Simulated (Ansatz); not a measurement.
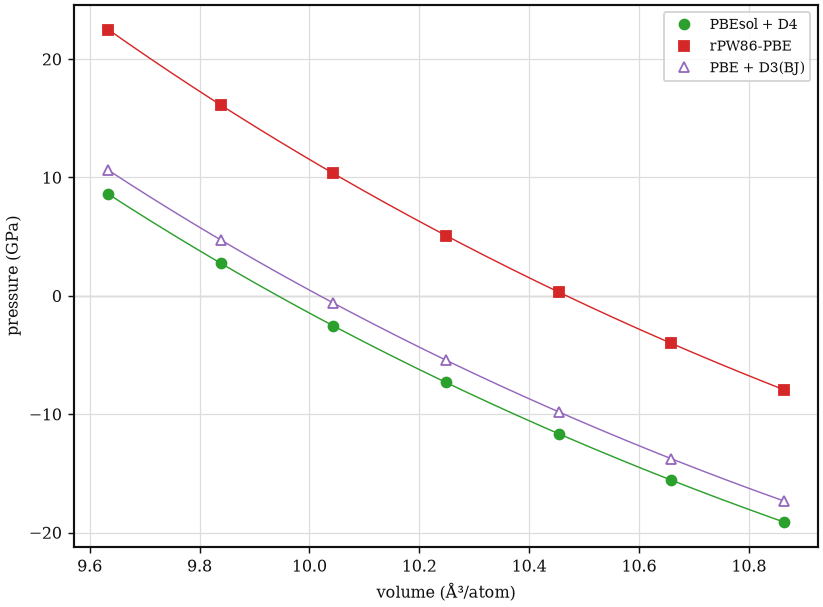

Figure. Pressure against volume, with one curve for each functional, for ZrB₂ (space group P6/mmm).

The fitted equilibrium volumes, smallest first, are PBEsol + D4 9.943, PBE + D3(BJ) 10.019, rPW86-PBE 10.468 Å³/atom. The fitted bulk moduli, smallest first, are rPW86-PBE 230.1, PBE + D3(BJ) 250.8, PBEsol + D4 256.3 GPa. For PBEsol + D4, the pressure falls from 8.60 GPa at volume 9.63 Å³/atom to −19.11 GPa at 10.86 Å³/atom, and changes sign near 9.95 Å³/atom. For rPW86-PBE, the pressure falls from 22.50 GPa at volume 9.63 Å³/atom to −7.93 GPa at 10.86 Å³/atom, and changes sign near 10.47 Å³/atom. For PBE + D3(BJ), the pressure falls from 10.62 GPa at volume 9.63 Å³/atom to −17.33 GPa at 10.86 Å³/atom, and changes sign near 10.02 Å³/atom.

Method: plane-wave DFT, no spin polarisation; energies at scaled volumes of the given cell, shape and fractions fixed, counted from the fit's minimum, third-order Birch-Murnaghan fit (Ansatz 0.2.0). All runs: no spin polarisation.

k mesh 10×10×8; occupations Fermi–Dirac; smearing width 0.05 eV; potentials Ansatz PAW; wave cutoff 420 eV; density cutoff 1680 eV.

Note: the functional was run on potentials made for another functional (rPW86-PBE); shape and atomic fractions are frozen while scaling, which makes layered, chain and framework solids too stiff.
